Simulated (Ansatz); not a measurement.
# Calculations on Sr8Ti8O23

## 1. Relaxation

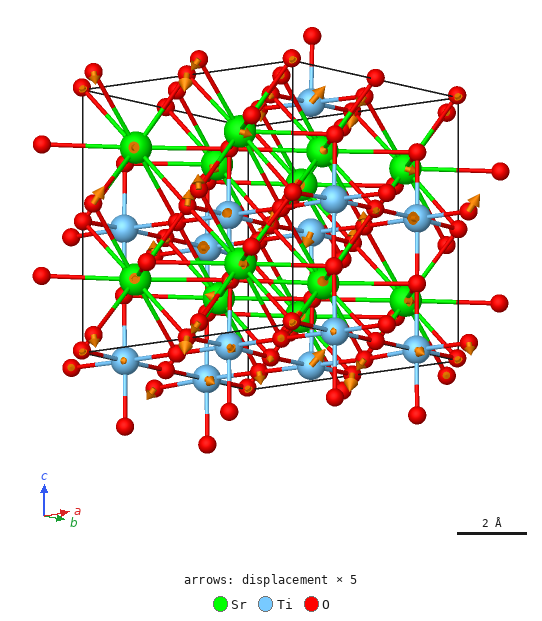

This is a relaxation of a defect cell of composition Sr8Ti8O23 (cell charge +1). The starting structure is drawn; orange arrows show the displacements, magnified 5 times.

Style: ball-and-stick. Shown: the cell of the calculation (origin shifted), from a free direction.

Method: Ansatz 0.2.0, DFT, PBEsol, PAW, plane waves.

Input file:
```yaml
crystal:
  lattice:
    - [7.782821, 0.000000, 0.000000]
    - [0.000000, 7.782821, 0.000000]
    - [0.000000, 0.000000, 7.782821]
  atoms:
    - { symbol: Sr, position: [0.002106, 0.001967, 0.996061] }
    - { symbol: Sr, position: [0.995540, 0.999194, 0.505853] }
    - { symbol: Sr, position: [0.000579, 0.498904, 0.996161] }
    - { symbol: Sr, position: [0.002493, 0.500749, 0.497716] }
    - { symbol: Sr, position: [0.499601, 0.002172, 0.997479] }
    - { symbol: Sr, position: [0.500104, 0.996450, 0.498742] }
    - { symbol: Sr, position: [0.502601, 0.496956, 0.001138] }
    - { symbol: Sr, position: [0.498541, 0.500347, 0.504468] }
    - { symbol: Ti, position: [0.247675, 0.248035, 0.252736], spin: 0.5 }
    - { symbol: Ti, position: [0.244914, 0.251901, 0.747900], spin: 0.5 }
    - { symbol: Ti, position: [0.247539, 0.750203, 0.249139] }
    - { symbol: Ti, position: [0.248846, 0.750007, 0.750368] }
    - { symbol: Ti, position: [0.754788, 0.247086, 0.250309] }
    - { symbol: Ti, position: [0.749079, 0.249717, 0.752010] }
    - { symbol: Ti, position: [0.751087, 0.748626, 0.252222] }
    - { symbol: Ti, position: [0.750757, 0.754068, 0.750233] }
    - { symbol: O, position: [0.251473, 0.250599, 0.999793] }
    - { symbol: O, position: [0.252567, 0.754124, 0.002163] }
    - { symbol: O, position: [0.250828, 0.749697, 0.500850] }
    - { symbol: O, position: [0.749829, 0.251220, 0.002961] }
    - { symbol: O, position: [0.753019, 0.248797, 0.501929] }
    - { symbol: O, position: [0.751222, 0.747179, 0.998079] }
    - { symbol: O, position: [0.753259, 0.751070, 0.499929] }
    - { symbol: O, position: [0.996710, 0.249751, 0.250456] }
    - { symbol: O, position: [0.000137, 0.247933, 0.749744] }
    - { symbol: O, position: [0.002490, 0.749122, 0.249445] }
    - { symbol: O, position: [0.001611, 0.749515, 0.749827] }
    - { symbol: O, position: [0.499104, 0.251134, 0.248940] }
    - { symbol: O, position: [0.501009, 0.249446, 0.742828] }
    - { symbol: O, position: [0.497425, 0.750145, 0.248292] }
    - { symbol: O, position: [0.497301, 0.751907, 0.751885] }
    - { symbol: O, position: [0.251325, 0.997862, 0.245008] }
    - { symbol: O, position: [0.247998, 0.004080, 0.744004] }
    - { symbol: O, position: [0.250418, 0.497438, 0.248073] }
    - { symbol: O, position: [0.243916, 0.502076, 0.749692] }
    - { symbol: O, position: [0.751635, 0.996725, 0.251853] }
    - { symbol: O, position: [0.749059, 0.002582, 0.750605] }
    - { symbol: O, position: [0.750508, 0.500171, 0.245491] }
    - { symbol: O, position: [0.749752, 0.494641, 0.753737] }
  symmetry: { detect: false }
kpoints:
  mp_grid: { grid: [1, 1, 1], shift: [0.25, 0.25, 0.25] }
hamiltonian:
  xc: pbesol
total_charge: 1
magnetization:
  spin_polarized: true
scf:
  occupations: { method: fermi_dirac, width: 0.01 }
relax:
  f_tol: 0.03
  max_steps: 80
  escape_saddle: false
  adjacent_minimum: "off"
output:
  forces: true
  eigenvalues: true
  populations: true
  charged_corrections: { epsilon: 300 }
```

Run as
```bash
ansatz run in.yaml --threads 8 --pin off --max-ram 17100MiB --runs-dir r --events-out ev --progress --plain
```

> What happened in the run?

Over 8 geometry steps the energy falls by 0.957 eV per cell of the calculation. Largest force component: 2.8 eV/Å at the start, 0.029 eV/Å at the end. The largest move is that of O32, 0.16 Å along [0 1 2]. By element the largest moves are O 0.16 Å, Ti 0.13 Å, Sr 0.09 Å. The lattice vectors keep their values. Some distances before and after: Sr2–Ti10 3.344 → 3.535 Å, Ti13–O24 1.883 → 2.054 Å, Sr3–O35 2.696 → 2.854 Å, Sr8–Ti9 3.392 → 3.534 Å. Among the angles between lasting bonds that change: O33–Ti10–O35 179.3° → 168.7°, O24–Ti9–O28 178.2° → 168.8°, O17–Ti9–O32 88.8° → 97.5°. Cost: 93 s on 8 threads of Arm Neoverse-V1, peak memory 1.3 GiB.

Limits of the set-up: the periodic images lie only 7.8 Å apart, so the values are limited by the cell's size; the cell is charged, on a uniform background, and energies carry no finite-size correction.

## 2. Relaxation

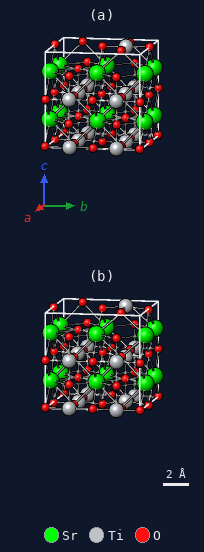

The structure of a defect cell of composition Sr8Ti8O23 (cell charge +2) before (top) and after (bottom) a relaxation, at one scale.

Style: ball-and-stick. Shown: the cell of the calculation (origin shifted), slightly off an axis.

Level of theory: DFT, PBEsol, PAW, plane waves (Ansatz). Set-up: plane-wave cutoff 420 eV; k-point mesh 1 × 1 × 1; mesh shifted by (0.25, 0.25, 0.25); no spin polarisation; atoms relaxed in a fixed cell; force threshold 0.03 eV/Å; at most 80 steps.

Q: What changed between the two?

A: Over 11 geometry steps the energy falls by 2.300 eV per cell of the calculation. The largest force component goes from 4.9 to 0.0061 eV/Å. An O atom moves most: 0.22 Å along [0 1 2]. By element the largest moves are O 0.22 Å, Ti 0.15 Å, Sr 0.13 Å. The cell stays as it was. Among the contacts that change: Sr–Ti 3.344 → 3.545 Å, O–Sr 2.696 → 2.895 Å, O–Sr 2.742 → 2.935 Å, Sr–Ti 3.332 → 3.524 Å. Among the angles between lasting bonds that change: O–Ti–O 179.3° → 163.4°, O–Ti–O 178.2° → 163.4°, O–Ti–O 176.8° → 163.2°. Cost: 35 s on 8 threads of Arm Neoverse-V2, peak memory 0.88 GiB.

Limits of the set-up: the periodic images lie only 7.8 Å apart, so the values are limited by the cell's size; the cell is charged, on a uniform background, and energies carry no finite-size correction.

## 3. Defect

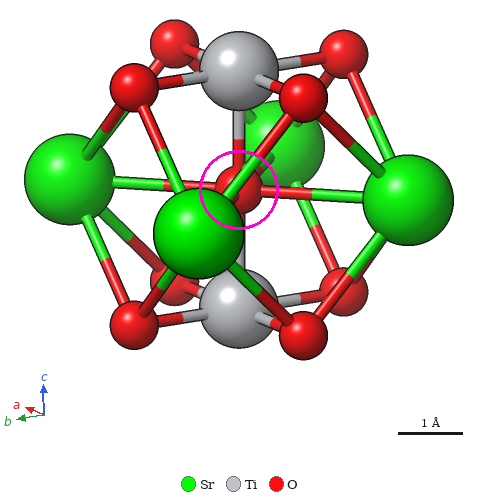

Perfect SrTiO3. The picture is a ball-and-stick view of the atoms within 3.8 Å of one point, seen from a free direction.

Computed with DFT, PBEsol, PAW, plane waves in Ansatz. (plane-wave cutoff 420 eV; k-point mesh 1 × 1 × 1; mesh shifted by (0.25, 0.25, 0.25); no spin polarisation) Fermi-Dirac smearing of 0.01 eV. A uniform background neutralises the charged cell. The axes drawn are those of the host's conventional cell.

An oxygen atom is taken out (a vacancy) at the ringed place, in charge state +2. The supercell has 40 sites, and the atoms are relaxed at the host's cell.

Predict the relaxed surroundings of the defect.

Answer. Around the empty O site the host had 2 Ti at 1.95 Å; after relaxation the nearest atoms are 2 Ti at 2.07 Å. Of the host's atoms, an oxygen atom moves furthest from its site, by 0.18 Å.

The relaxed defect, seen from the same direction:

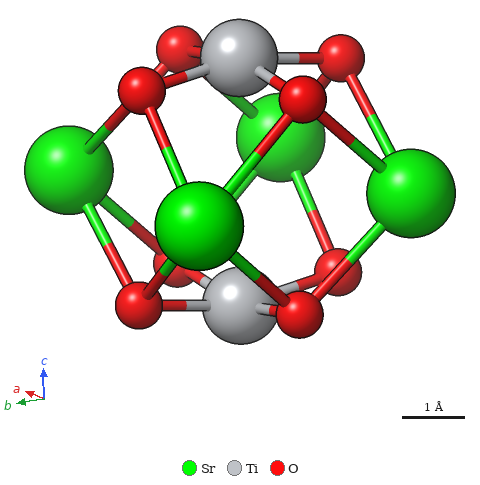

Limits of the set-up: the periodic images lie only 7.8 Å apart, so the values are limited by the cell's size; the cell is charged, on a uniform background, and energies carry no finite-size correction.
